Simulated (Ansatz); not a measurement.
## Electronic structure of Si in real space

```
Si
1.0
     2.76642    0.00000    0.00000
    -1.38321    2.39579    0.00000
     0.00000    0.00000    2.21310
Si
1
Direct
  0.00000 0.00000 0.00000
```

Space group P6/mmm; a structure from a database of computed crystals, not necessarily the ambient phase; computed pressure about 11 GPa in this cell.

Level of theory: Ansatz 0.2.0, DFT r2SCAN, scalar-relativistic, plane waves, PAW.

The density is the valence pseudo-density of a PAW calculation; it isn't the true density close to the nuclei.

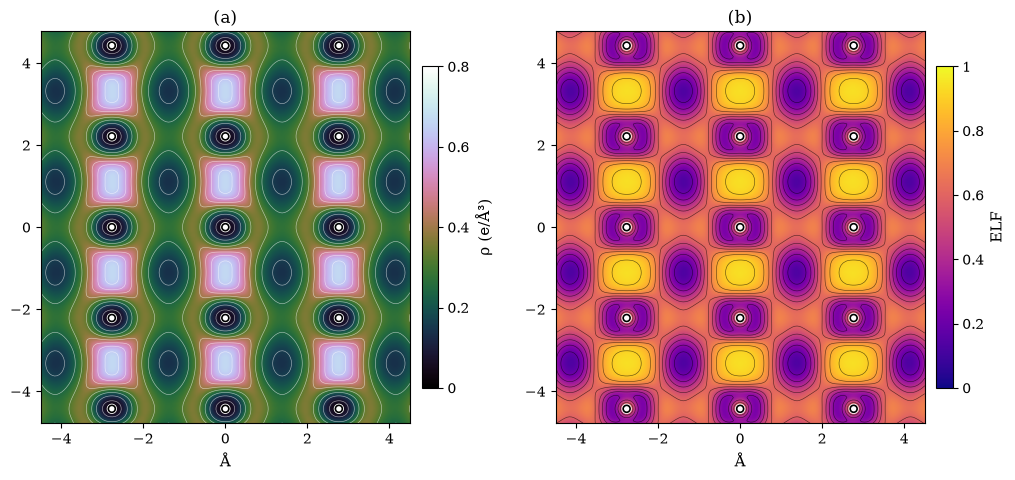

Figure 1. (a) valence electron density; (b) electron localisation function on the (010) plane of the conventional cell. Circles mark the nuclei in the plane (Si).

> Describe what can be read from this map.

The plane passes through Si nuclei.
Si–Si (2.21 Å): ρ at the midpoint is about 0.67 e/Å³; the ELF peaks at about 0.95 between the atoms.
Between the atoms the lowest density in this plane is 0.14 e/Å³.

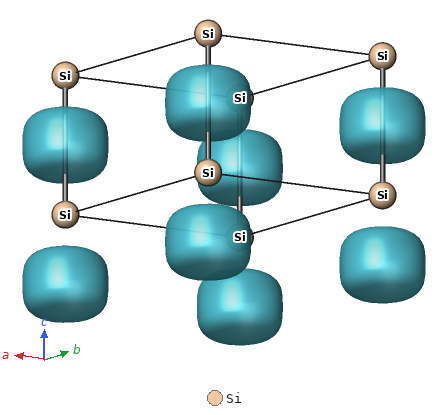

Figure 2. Isosurface of the ELF at 0.75 (cyan), seen at an oblique angle. Only the valence region is drawn (cores and ρ < 0.01 e/Å³ removed). Sticks mark near contacts.

> Identify the bonds, lone pairs and shells in this picture.

At this value the surface marks out one region between bonded Si–Si atoms, counted in one cell of 1 atoms. Any copies at cell faces, edges or corners count once.

> Metal or insulator at this level of theory?

It is gapless in this calculation (a metal or semimetal).
